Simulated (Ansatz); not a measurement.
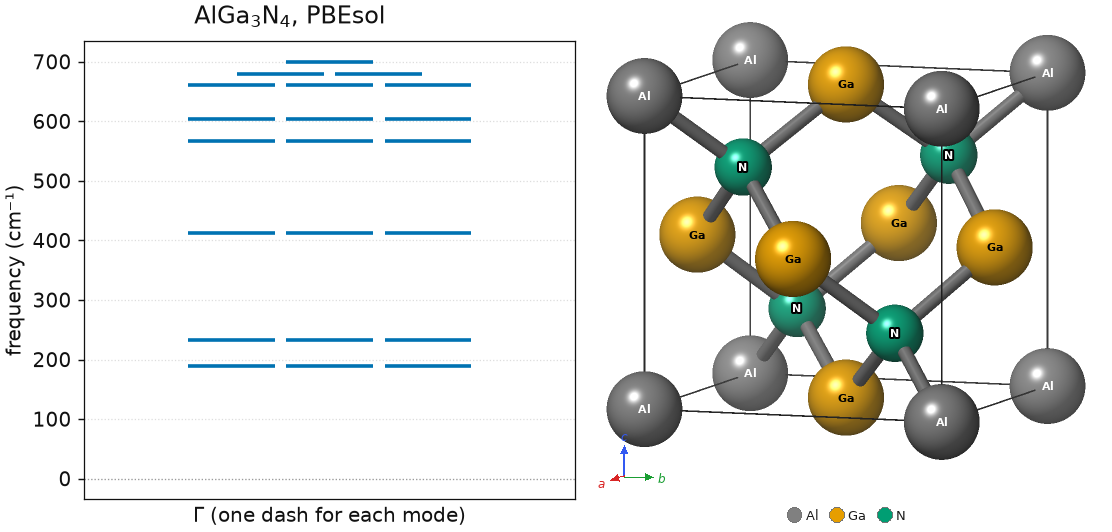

The picture above shows the zone-centre optical phonon frequencies (the three acoustic modes are left out) for AlGa₃N₄, space group P-43m (No. 215). The conventional cell is drawn beside the plot.

The given structure:
```xyz
8
Lattice="4.4524 0.0000 0.0000 0.0000 4.4524 0.0000 0.0000 0.0000 4.4524" Properties=species:S:1:pos:R:3 pbc="T T T"
Al    0.0000    0.0000    0.0000
Ga    2.2262    2.2262    0.0000
Ga    2.2262    0.0000    2.2262
Ga    0.0000    2.2262    2.2262
N     3.3617    3.3617    1.0906
N     3.3617    1.0906    3.3617
N     1.0906    3.3617    3.3617
N     1.0906    1.0906    1.0906
```

Computed with Ansatz 0.2.0: harmonic phonon frequencies at the zone centre with atoms at rest in the given cell, without the long-range term of polar modes, the three translations left out, imaginary frequencies are negative; plane waves with PAW datasets, Γ-centred k mesh. Level: PBEsol, no spin polarisation.

- wave cutoff: 420 eV
- k mesh: 6×6×6
- occupations: fixed
- pressure: 2 GPa
- phonon method: linear response

Question: Is the structure dynamically stable by these modes?

Answer: No frequency is imaginary, so the structure is stable to these displacements (zone-boundary modes weren't tested here).

Question: Where does the highest mode lie?

Answer: The highest mode lies at 700.1 cm⁻¹ (without the field of polar modes).

Caveats: field response not converged on the k mesh.

The computed values:

```tsv
frequency (cm⁻¹)
188.6
188.6
188.6
232.6
232.6
232.6
413.0
413.0
413.0
567.3
567.3
567.3
603.5
603.5
603.5
661.2
661.2
661.2
680.1
680.1
700.1
```
